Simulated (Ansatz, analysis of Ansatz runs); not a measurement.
**Neutral bond-centred H (muonium) in Ge: hyperfine coupling against experiment**

Aim: the hyperfine coupling of the neutral bond-centred H (muonium) in Ge, to be set beside the measurement. Set-up: HSE06 on PBE structures, 64-site cell, PBE lattice, 420 eV, k: 2x2x2 shifted 0.5 0.5 0.5 then the zone centre alone. The model is a cell of 64 host atoms with 1 H put in. The isotropic coupling follows from the spin density at the nucleus, the nuclear g-factor and the total spin. Exact exchange opens the gap, stiffens bonds and lessens the self-interaction error, at many times the cost.

Measured beforehand: 1H (muon value / 3.1833) (muon value divided by the ratio of moments 3.1833; muon (Mu, light H isotope)), printed as -96.5 MHz: -30.31 MHz, by muon spin resonance (leading '2' in as_printed is a garbled minus sign) (quoted in “Muonium as a hydrogen analogue in silicon and germanium: Quantum effects and hyperfine parameters”, 1999, A. R. Porter, M. D. Towler, and R. J. Needs, quoting earlier work (1988)).

Calculated with Ansatz 0.2.0; plane-wave PAW DFT, PBE; relaxation of all atoms of a defect supercell.

In doubt: the hybrid run may have settled on a false gap or state (step 3), so the values of those runs are not to be relied on; a hybrid run on one k-point (step 3), which bears on gaps, levels and energies.

### Step 1. Set-up

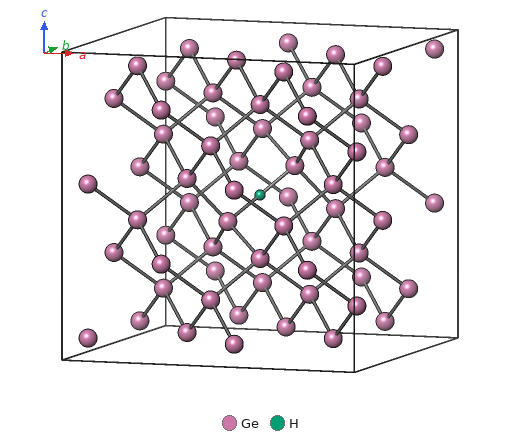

The cell as given, slightly off an axis (germanium pink, hydrogen teal). Bonds to atoms that aren't drawn are left out.

The cell holds 65 atoms: 64 Ge and 1 H. Its edges and angles: a = 11.521 Å, b = 11.521 Å, c = 11.521 Å, α = 90.0°, β = 90.0°, γ = 90.0°. It derives from Ge (space group Fd-3m). Nearest the centre at fractional (0.302, 0.330, 0.305): H65 at 0.00 Å, Ge4 at 1.71 Å, Ge8 at 1.71 Å, Ge6 at 2.95 Å, Ge27 at 3.03 Å, Ge49 at 3.07 Å, Ge5 at 3.22 Å, Ge7 at 3.26 Å.

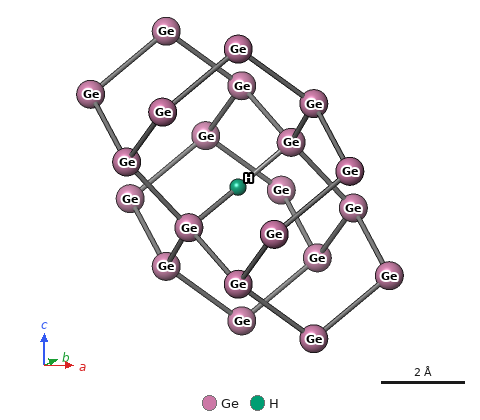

The atoms within 5 Å of the centre.

The host's primitive cell comes from a first run (plane-wave PAW DFT, PBE; relaxation of the host's cell and atoms): vectors of 4.073, 4.073 and 4.073 Å. That is 23.89 Å³ an atom, 5.5 % over the diffraction cell's volume. The supercell is built on it.

### Step 2. Relaxation, charge 0

Every later number rests on the structure around the defect, so the atoms are relaxed at the host's lattice first.

File relax/input.yaml:

```yaml
relax:
  f_tol: 0.02
  max_steps: 80
  random_displacement: { amplitude: 0.02, seed: 24 }
crystal:
  lattice:
    - [11.52078974, 0.0, 0.0]
    - [0.0, 11.52078974, 0.0]
    - [0.0, 0.0, 11.52078974]
  atoms:
    - { symbol: Ge, position: [0.0, 0.0, 0.25] }
    - { symbol: Ge, position: [0.0, 0.25, 0.0] }
    - { symbol: Ge, position: [0.25, 0.0, 0.0] }
    - { symbol: Ge, position: [0.227900821, 0.227900821, 0.227900821] }
    - { symbol: Ge, position: [0.125, 0.125, 0.375] }
    - { symbol: Ge, position: [0.125, 0.375, 0.125] }
    - { symbol: Ge, position: [0.375, 0.125, 0.125] }
    - { symbol: Ge, position: [0.397099179, 0.397099179, 0.397099179] }
    - { symbol: Ge, position: [0.0, 0.0, 0.75] }
    - { symbol: Ge, position: [0.0, 0.25, 0.5] }
    - { symbol: Ge, position: [0.25, 0.0, 0.5] }
    - { symbol: Ge, position: [0.25, 0.25, 0.75] }
    - { symbol: Ge, position: [0.125, 0.125, 0.875] }
    - { symbol: Ge, position: [0.125, 0.375, 0.625] }
    - { symbol: Ge, position: [0.375, 0.125, 0.625] }
    - { symbol: Ge, position: [0.375, 0.375, 0.875] }
    - { symbol: Ge, position: [0.0, 0.5, 0.25] }
    - { symbol: Ge, position: [0.0, 0.75, 0.0] }
    - { symbol: Ge, position: [0.25, 0.5, 0.0] }
    - { symbol: Ge, position: [0.25, 0.75, 0.25] }
    - { symbol: Ge, position: [0.125, 0.625, 0.375] }
    - { symbol: Ge, position: [0.125, 0.875, 0.125] }
    - { symbol: Ge, position: [0.375, 0.625, 0.125] }
    - { symbol: Ge, position: [0.375, 0.875, 0.375] }
    - { symbol: Ge, position: [0.0, 0.5, 0.75] }
    - { symbol: Ge, position: [0.0, 0.75, 0.5] }
    - { symbol: Ge, position: [0.25, 0.5, 0.5] }
    - { symbol: Ge, position: [0.25, 0.75, 0.75] }
    - { symbol: Ge, position: [0.125, 0.625, 0.875] }
    - { symbol: Ge, position: [0.125, 0.875, 0.625] }
    - { symbol: Ge, position: [0.375, 0.625, 0.625] }
    - { symbol: Ge, position: [0.375, 0.875, 0.875] }
    - { symbol: Ge, position: [0.5, 0.0, 0.25] }
    - { symbol: Ge, position: [0.5, 0.25, 0.0] }
    - { symbol: Ge, position: [0.75, 0.0, 0.0] }
    - { symbol: Ge, position: [0.75, 0.25, 0.25] }
    - { symbol: Ge, position: [0.625, 0.125, 0.375] }
    - { symbol: Ge, position: [0.625, 0.375, 0.125] }
    - { symbol: Ge, position: [0.875, 0.125, 0.125] }
    - { symbol: Ge, position: [0.875, 0.375, 0.375] }
    - { symbol: Ge, position: [0.5, 0.0, 0.75] }
    - { symbol: Ge, position: [0.5, 0.25, 0.5] }
    - { symbol: Ge, position: [0.75, 0.0, 0.5] }
    - { symbol: Ge, position: [0.75, 0.25, 0.75] }
    - { symbol: Ge, position: [0.625, 0.125, 0.875] }
    - { symbol: Ge, position: [0.625, 0.375, 0.625] }
    - { symbol: Ge, position: [0.875, 0.125, 0.625] }
    - { symbol: Ge, position: [0.875, 0.375, 0.875] }
    - { symbol: Ge, position: [0.5, 0.5, 0.25] }
    - { symbol: Ge, position: [0.5, 0.75, 0.0] }
    - { symbol: Ge, position: [0.75, 0.5, 0.0] }
    - { symbol: Ge, position: [0.75, 0.75, 0.25] }
    - { symbol: Ge, position: [0.625, 0.625, 0.375] }
    - { symbol: Ge, position: [0.625, 0.875, 0.125] }
    - { symbol: Ge, position: [0.875, 0.625, 0.125] }
    - { symbol: Ge, position: [0.875, 0.875, 0.375] }
    - { symbol: Ge, position: [0.5, 0.5, 0.75] }
    - { symbol: Ge, position: [0.5, 0.75, 0.5] }
    - { symbol: Ge, position: [0.75, 0.5, 0.5] }
    - { symbol: Ge, position: [0.75, 0.75, 0.75] }
    - { symbol: Ge, position: [0.625, 0.625, 0.875] }
    - { symbol: Ge, position: [0.625, 0.875, 0.625] }
    - { symbol: Ge, position: [0.875, 0.625, 0.625] }
    - { symbol: Ge, position: [0.875, 0.875, 0.875] }
    - { symbol: H, position: [0.301619, 0.330401, 0.30548] }
basis:
  ecutwfc: 420
  xc_grid: 2
hamiltonian:
  xc: pbe
kpoints:
  mp_grid: { grid: [2, 2, 2], shift: [0.5, 0.5, 0.5] }
magnetization:
  spin_polarized: true
  initial_magnetization: 1
  spin_locking: { lock_magnetization: hard }
scf:
  occupations: { method: fermi_dirac, width: 0.01 }
  max_iter: 120
output:
  forces: true
checkpoint:
  write: "../relax.run"
  compress: false
  write_wavefunctions: true
  write_every: 100000
```

Run with:

```bash
> ansatz run input.yaml --threads 32 --pin off --max-ram 131891MiB --backend cuda --events-out ev --progress --plain --runs-dir out
```

Numbers of over 12 decimals in the logs are rounded to 6 here.

The program printed:

```text
Engine: ansatz 0.2.0, aarch64-unknown-linux-gnu
[...]
Pseudopotential: Ge, paw, valence charge 14, recommended cutoff 420 eV (normal), Ge.paw.azcp
Pseudopotential: H, paw, valence charge 1, recommended cutoff 420 eV (normal), H.paw.azcp
Functional definition: PBE
[...]
Crystal: 65 atoms, lattice volume = 1529.138 Å³
Basis set: ecut = 420 eV, 29855 PW (Γ), exchange–correlation on 160×160×160 points (8 copies of the dense FFT grid, shifted against one another)
Bands: 539, of which v1, the nominal top of the filled ones, is band 449 counted from 1 (448 counted from 0)
[...]
k-points: 4 of 8 (time reversal used)
[...]
Functional: x = pbe(κ = 0.804, μ = 0.219515), c = pbe(β = 0.066725)
[...]
SCF iter   1: F=—  HF=-274894.285158 eV  |Δ(HF+E_count)|=         —  Δρ=1.67e-2 (↑1.61e-2 ↓1.67e-2)  dr2=1.42e1  dr2_m=3.26e-2  M=1.000 μB ∫|m|=1.032 μB  Hψ=19398
[...]
relax step   5: F+E_penalty+E_count = -274893.32080276 eV  Δ(F+E_penalty+E_count) = -2.422e-4 eV  max|allowed force component| = 2.938e-3 eV/Å  Δτ_max = 0.0293 Å  (6 SCF iters, accepted)
[...]
SCF converged after 6 iterations
[...]
Magnetization: 1.0000 μB (449.0000 up, 448.0000 down)
Absolute magnetization: 1.0125 μB (∫|ρ↑−ρ↓|, with the PAW one-centre terms)
[...]
Free energy (F): -274893.320803 eV
[...]
Fermi energy:    7.982772 (↑ 8.219257, ↓ 7.772817) eV
--- Per-component energies (eV) ---
[...]
--- Forces (eV/Å), atoms counted from 1 ---
[...]
--- Band table (eV; the first three rows and the last of 8) ---
[...]
--- Relaxed structure (5 steps of the walk, 5 accepted, 0 SCFs on fresh bases) ---
[...]
```

Wall time 16 s (1 × NVIDIA GB200 with 32 threads of Arm Neoverse V2, shared host); peak memory 7.3 GiB.

Step by step:

| step | energy less that of the first step (eV) | largest force component (eV/Å) |
| --- | --- | --- |
| 1 | 0.0000 | 0.9544 |
| 2 | -0.4512 | 0.1891 |
| 3 | -0.4761 | 0.0481 |
| 4 | -0.4804 | 0.0100 |
| 5 | -0.4806 | 0.0029 |

The atoms that moved most (Å, from the sites as typed, ahead of the random displacement, the mean shift of all atoms taken out):

| atom | dx | dy | dz | length |
| --- | --- | --- | --- | --- |
| H65 | 0.123 | -0.203 | 0.080 | 0.250 |
| Ge6 | -0.069 | 0.030 | -0.069 | 0.102 |
| Ge27 | -0.029 | 0.070 | 0.066 | 0.100 |
| Ge49 | 0.065 | 0.070 | -0.028 | 0.099 |
| Ge5 | -0.068 | -0.063 | 0.026 | 0.097 |
| Ge7 | 0.026 | -0.063 | -0.067 | 0.096 |
| Ge42 | 0.064 | -0.024 | 0.065 | 0.094 |
| Ge2 | -0.036 | -0.012 | -0.036 | 0.052 |

Neighbours of H65 at the end:

| atom | distance (Å) |
| --- | --- |
| Ge8 | 1.681 |
| Ge4 | 1.682 |
| Ge42 | 3.236 |
| Ge7 | 3.236 |
| Ge5 | 3.236 |
| Ge49 | 3.237 |
| Ge27 | 3.237 |
| Ge6 | 3.237 |

Read from the output:

```yaml
free_energy: -274893.3208 eV
total_moment: 1 μB
integral_of_the_absolute_spin_density: 1.013 μB
spin_contamination: 1.52e-4
```

The relaxation ends 7.4 meV an atom lower than the displaced start, with a largest force component of 0.0029 eV/Å.

### Step 3. Contact spin densities

The relaxed structure is kept, and the final numbers are taken at the final level and k-points.

This step: plane-wave PAW DFT, HSE06; single point of a defect supercell on the structure relaxed with PBE.

File point/input.yaml:

```yaml
crystal:
  lattice:
    - [11.52078974, 0.0, 0.0]
    - [0.0, 11.52078974, 0.0]
    - [0.0, 0.0, 11.52078974]
  atoms:
    - { symbol: Ge, position: [-0.003256925, -0.002575041, 0.2486469] }
    - { symbol: Ge, position: [-0.003324751, 0.24903339, -0.003073778] }
[... 1 atom line left out ...]
    - { symbol: Ge, position: [0.227855825, 0.228565674, 0.228113021] }
    - { symbol: Ge, position: [0.118893088, 0.119568706, 0.377282342] }
    - { symbol: Ge, position: [0.118820859, 0.377659156, 0.119069841] }
    - { symbol: Ge, position: [0.377053726, 0.119587888, 0.119172178] }
    - { symbol: Ge, position: [0.396399995, 0.397114086, 0.39666155] }
[... 8 atom lines left out ...]
    - { symbol: Ge, position: [-0.001216717, 0.500403926, 0.250707755] }
[... 3 atom lines left out ...]
    - { symbol: Ge, position: [0.124601096, 0.626236973, 0.374130809] }
[... 1 atom line left out ...]
    - { symbol: Ge, position: [0.373878849, 0.62623875, 0.124852777] }
[... 3 atom lines left out ...]
    - { symbol: Ge, position: [0.247343768, 0.506168843, 0.505734702] }
[... 14 atom lines left out ...]
    - { symbol: Ge, position: [0.505382178, 0.247948941, 0.505637673] }
[... 6 atom lines left out ...]
    - { symbol: Ge, position: [0.505461226, 0.506136722, 0.247577631] }
[... 15 atom lines left out ...]
    - { symbol: H, position: [0.312139133, 0.312866811, 0.312419598] }
basis:
  ecutwfc: 420
  xc_grid: 2
hamiltonian:
  xc: hse06
kpoints:
  mp_grid: { grid: [1, 1, 1] }
magnetization:
  spin_polarized: true
  initial_magnetization: 1
  spin_locking: { lock_magnetization: hard }
scf:
  occupations: { method: fermi_dirac, width: 0.01 }
  max_iter: 120
output:
  forces: true
  efg: {}
  eigenvalues: true
checkpoint:
  read: "../relax.run"
```

The program printed:

```text
Warning: checkpoint.read: hamiltonian.xc differs: saved pbe, current hse06; the SCF iterates under this deck's functional from the saved state
[...]
Crystal: 65 atoms, lattice volume = 1529.138 Å³
Basis set: ecut = 420 eV, 29855 PW (Γ), exchange–correlation on 160×160×160 points (8 copies of the dense FFT grid, shifted against one another)
Bands: 539, of which v1, the nominal top of the filled ones, is band 449 counted from 1 (448 counted from 0)
[...]
k-points: 1
[...]
WARN: the filled states extend beyond the cell (their overlap across the Brillouin zone is 0.010, against 0 in a metal and nearly 1 for localised states). With one k-point a hybrid's gap, moments and  [...]
[...]
hybrid SCF converged: 3 outer / 30 inner (+25 warm-up), last move |dexx| = 1.42e-5 eV, tail = 7.03e-8 eV
Magnetization: 1.0000 μB (449.0000 up, 448.0000 down)
Absolute magnetization: 1.1279 μB (∫|ρ↑−ρ↓|, with the PAW one-centre terms)
[...]
Free energy (F): -274940.948453 eV
[...]
Fermi energy:    7.905228 (↑ 7.917453, ↓ 7.786208) eV
[...]
--- Forces (eV/Å), atoms counted from 1 ---
[...]
--- PAW observables at the nuclei: V_zz in 10²¹ V/m², potentials from the cell's mean, atoms counted from 1 ---
[...]
--- Band table (eV) ---
[...]
```

Elapsed: 25 s, on 1 × NVIDIA GB200 with 32 threads; peak memory 3.4 GiB; 3.3 min of CPU time.

Numbers from this step:

| Property | Result |
| --- | --- |
| free energy | -274940.9485 eV |
| total moment | 1.0000 μB |
| integral of the absolute spin density | 1.128 μB |
| spin contamination | 6.43e-4 |

The atoms' spheres hold 0.80 of the 1 μB, none over 0.02 μB.

Isotropic hyperfine couplings from the contact spin densities (Fermi contact term with core polarisation, no dipolar part), the largest:

| atom | isotope | distance from the centre (Å) | contact spin density (e/Å³) | A (MHz) |
| --- | --- | --- | --- | --- |
| Ge32 | 73Ge | 7.28 | 3.60 | -83.4 |
| Ge56 | 73Ge | 7.25 | 3.60 | -83.4 |
| Ge48 | 73Ge | 7.02 | 3.60 | -83.4 |
| Ge44 | 73Ge | 7.34 | 3.60 | -83.3 |
| Ge52 | 73Ge | 7.12 | 3.60 | -83.3 |
| Ge28 | 73Ge | 7.08 | 3.59 | -83.3 |
| Ge8 | 73Ge | 1.70 | 3.39 | -78.6 |
| Ge4 | 73Ge | 1.70 | 3.39 | -78.5 |
| Ge1 | 73Ge | 5.24 | 2.88 | -66.8 |
| Ge2 | 73Ge | 5.09 | 2.88 | -66.8 |

### Step 4. Outcome

```
1H (muon value / 3.1833)              : -9.5 MHz
integral of the absolute spin density : 1.13 μB
time of the whole chain               : 43 s on 32 threads and a graphics card
```

**Reading.** 1H (muon value / 3.1833): computed -9.5 MHz, measured -30.31 MHz (muon value divided by the ratio of moments 3.1833; muon (Mu, light H isotope)); 20.8 MHz (69 %) smaller in size than the measurement. The spin is not held on one site here (at most 0.02 μB on an atom), so the state computed is not the localised centre that was measured. Only the isotropic (Fermi contact) part is computed, with core polarisation; no vibrational averaging. Limits: the zone centre alone is a coarse sampling for this cell; the structure comes from another functional than the final numbers.

[Logs are printed without paths, hosts, clocks, repeated set-up lines and the standing remarks that a program may print on its own settings, such as how far it seeks lower states.]

[Hosts, paths, dates, database ids (printed as entryN), source tags and the programs' standing remarks are cut or masked in the printed files.]

[For some hosts the program warned that the k-mesh of the response run may be too coarse for force constants and the static dielectric constant; such warnings are not shown here.]
